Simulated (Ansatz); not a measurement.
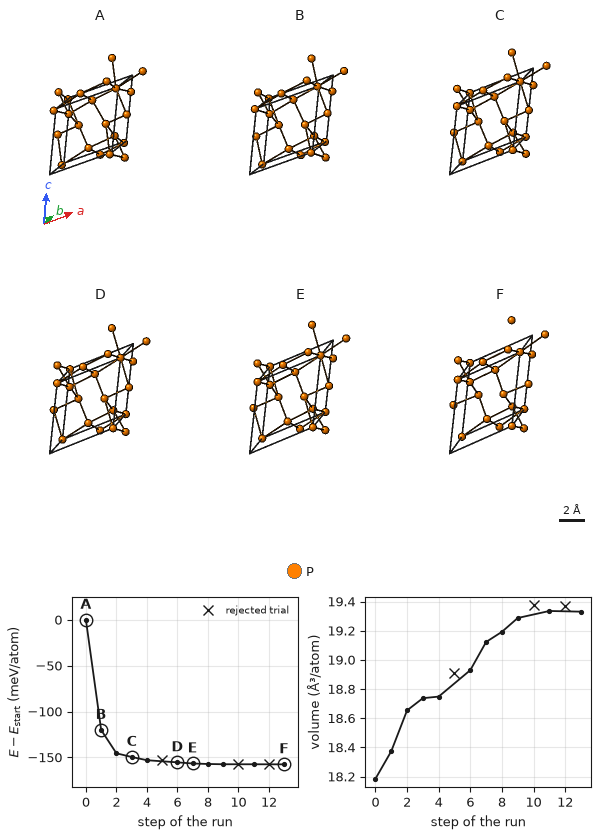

Frames of a relaxation of a crystal of P (a generated structure, set up in P1) (coarse preliminary run), marked on the history of the run. Style: ball-and-stick. Shown: the cell of the calculation, reduced to other axes, slightly off an axis. Lengths and directions refer to the drawn axes.

Level of theory: Ansatz, DFT PBE, scalar-relativistic, plane waves, PAW.

Input file:
```yaml
crystal:
  lattice:
    - [2.841958207, 1.700510547, 4.346360454]
    - [-2.9257173557, 1.745309221, 4.3851477631]
    - [-0.0030827846, -3.3478984815, 4.3278777769]
  atoms:
    - { symbol: P, position: [0.4587824326, 0.0929876164, 0.7764880771] }
    - { symbol: P, position: [0.7906902199, 0.4761826283, 0.1072297232] }
    - { symbol: P, position: [0.1029139149, 0.8108584126, 0.4421291323] }
    - { symbol: P, position: [0.5610361526, 0.8728951656, 0.2525060698] }
    - { symbol: P, position: [0.1738854263, 0.5283364244, 0.8806524349] }
    - { symbol: P, position: [0.8771936865, 0.1995049995, 0.5514546577] }
    - { symbol: P, position: [0.0354981673, 0.0192347531, -0.010460095] }
basis:
  ecutwfc: 420
kpoints:
  mp_grid: { grid: [6, 6, 6] }
hamiltonian:
  xc: pbe
scf:
  occupations: { method: gaussian, width: 0.2 }
  lower_state_search: "off"
output:
  forces: true
  stress: true
  eigenvalues: true
relax:
  adjacent_minimum: "off"
  f_tol: 0.025
  max_steps: 60
  cell: { stress_tol: 0.25 }
```

Launched with:
```bash
ansatz run input.yaml --threads 1 --pin off --max-ram 2560MiB --backend cpu --events-out ev --progress --plain --runs-dir out
```

Q: Describe the path.

A: The run was cut off at its time limit before the program reported convergence, but its last step already meets the force threshold: the largest component is 0.0098 eV/Å against 0.025 eV/Å. The pressure is within 0.01 GPa of its target. After 10 accepted moves (13 points after the start) the energy has fallen by 158 meV per atom. The largest force component goes from 3 to 0.0098 eV/Å. Pressure: 4.95 GPa at the start and 0.01 GPa at the end. The line search rejected the trial steps at points 5, 10, 12 of the run. The atom that moves furthest relative to the cell is P5 (0.27 Å along [−2 −1 1]). The volume changes by +6.3 %, with a 5.464 → 5.606 Å (+2.6 %), b 5.472 → 5.426 Å (−0.8 %), c 5.553 → 6.258 Å (+12.7 %), α 64.4° → 58.7°, β 63.1° → 58.4°, γ 64.0° → 64.5°. Near-neighbour distances that change, for instance: P2–P7 2.497 → 2.923 Å, P1–P7 2.226 → 2.516 Å, P1–P4 2.548 → 2.269 Å, P2–P5 1.992 → 2.261 Å. Among the angles between lasting bonds that change: P5–P1–P7 81.5° → 99.8°, P3–P7–P6 167.9° → 179.4°, P3–P7–P4 84.5° → 95.9°. The space group stays P1 (No. 1). The run took 9.8 min on 1 thread of Arm Neoverse V1 (shared host), peak memory 0.53 GiB. From step 0 to 1: P5 moves most (0.15 Å), volume +1.0 %, energy −120 meV per atom. From step 1 to 3: P5 moves most (0.14 Å), volume +2.0 %, energy −29.4 meV per atom. From step 3 to 6: P atoms move most (0.05 Å), volume +1.0 %, energy −5.9 meV per atom. From step 6 to 7: P2 moves most (0.03 Å), volume +1.0 %, energy −1.2 meV per atom. From step 7 to 13: P2 moves most (0.05 Å), volume +1.1 %, energy −0.9 meV per atom.

```tsv
step	E − E(0), meV/atom	largest force component, eV/Å	pressure, GPa	volume, Å³/atom	note
0	0.00	3.0256	4.95	18.185	
1	-120.09	0.8817	1.08	18.374	
2	-145.50	0.2156	-0.22	18.654	
3	-149.50	0.3100	0.19	18.738	
4	-153.04	0.0927	0.13	18.748	
5	-152.56	0.1950	0.32	18.912	rejected
6	-155.38	0.0587	-0.08	18.930	
7	-156.62	0.0694	-0.05	19.123	
8	-157.15	0.0337	0.00	19.193	
9	-157.44	0.0262	0.06	19.287	
10	-157.19	0.0680	-0.16	19.374	rejected
11	-157.46	0.0541	-0.03	19.335	
12	-157.38	0.0813	0.09	19.368	rejected
13	-157.55	0.0098	0.01	19.331
```
